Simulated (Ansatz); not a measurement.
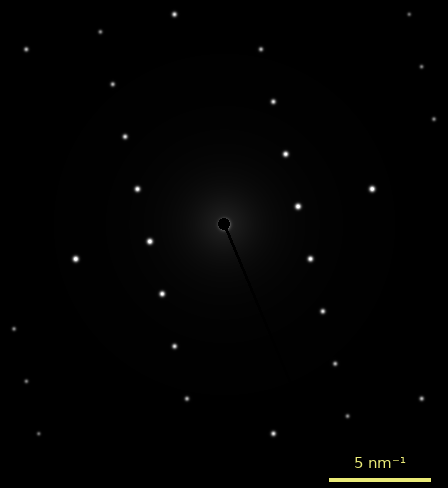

Kinematic zone-axis pattern, calculated for 200 keV electrons with B = 0.8 Å².

It belongs to Ta, space group Pm-3n (No. 223), a = 5.29 Å. Structure: coordinates from a relaxation with DFT, r2SCAN, plane waves (500 eV) with PAW, scalar-relativistic (Ansatz); the starting structure was generated, so it need not be a known form of this composition.

| atom | site | symmetry | x | y | z |
| --- | --- | --- | --- | --- | --- |
| Ta | 2a | m-3. | 0.0000 | 0.0000 | 0.0000 |
| Ta | 6c | -4m.2 | 0.2500 | 0.0000 | 0.5000 |

> Which low-index zone axis gives this pattern?

The spots form a rectangular net whose two shortest vectors correspond to d = 3.74 Å and 2.64 Å, 90.0° apart. They index as 1 -1 0 (itself too weak to see) and 0 0 2, so the zone axis is ±[110] (or an equivalent direction of <110>).

> Which reflections of this zone are missing, and why?

A glide plane extinguishes reflections such as 1 -1 -1, 1 -1 1, 2 -2 -1; a screw axis and a glide plane both extinguish reflections such as 0 0 1, 0 0 3, 0 0 5; reflections such as 1 -1 0, 2 -2 0, 1 -1 -4 are allowed but too weak to see at this display level.

> List the strongest reflections.

Strongest reflections with d > 0.97 Å, one of each family (|F|² from tabulated Gaussian fits of the electron scattering factors, times a small damping for the curvature of the Ewald sphere):

```csv
hkl,d (Å),I (strongest = 100)
0 0 4,1.322,100
0 0 2,2.643,99
1 -1 2,2.158,70
2 -2 2,1.526,35
3 -3 2,1.127,16
```
